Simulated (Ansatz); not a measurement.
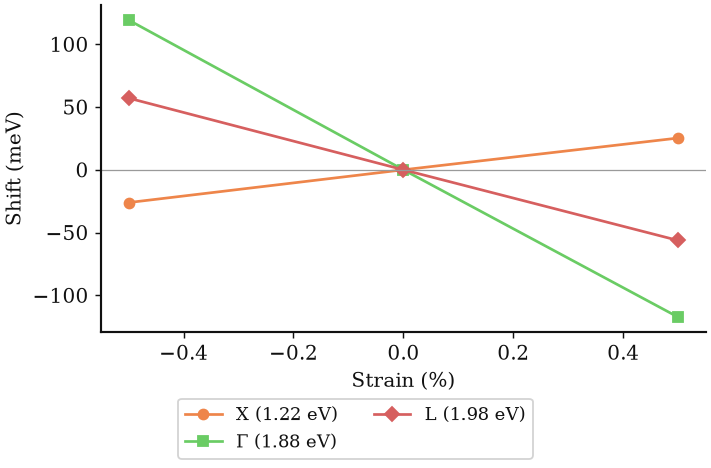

Shifts of the lowest conduction level at the points named, against the centre of the valence top at Γ (unstrained energies in the legend).

System: zincblende AlAs, space group F-43m, 2 atoms in the primitive cell, in a cell relaxed beforehand; cubic a = 5.629 Å. Here all lengths are changed by ±0.5 %, and the atoms are carried along without relaxing. Level of theory: LDA, Ansatz PAW set, spin-orbit coupling, no magnetisation, 8×8×8 k mesh, 420 eV cutoff, fixed occupations; code Ansatz 0.2.0.

How fast does each conduction level move?

For each 1 % of strain: +51 meV at X, −237 meV at Γ and −113 meV at L. Over dlnV = 3 % that gives deformation potentials of +1.7 eV at X, −7.9 eV at Γ and −3.8 eV at L, against the valence top.

The PAW data sets were made with another functional. LDA, GGA and most meta-GGA functionals understate gaps.
